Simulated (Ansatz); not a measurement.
AlN: space group P6_3mc (No. 186), a = 3.114 Å, b = 3.114 Å, c = 4.984 Å, α = 90.00°, β = 90.00°, γ = 120.00°. Source: the geometry relaxed with DFT, PBEsol, plane waves, PAW in Ansatz 0.2.0. Forms under 0.4 % of the area are left out. Forms are taken in the Laue class: a face and its opposite count as one form.

What shape follows from the Bravais–Friedel–Donnay–Harker rule?

Answer. The forms computed, by share of the surface:

```tsv
form	faces	d (Å)	share of area (%)
{100}	6	2.697	41.1
{101}	12	2.372	39.9
{002}	2	2.492	19.0
```

The crystal is roughly equant (blocky). Widths along a, b and c stand as 1.00 : 1.00 : 0.94.

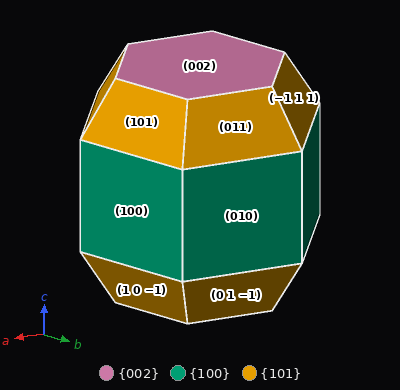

The computed shape, faces indexed. The rule is geometric and ignores bonding and growth conditions.
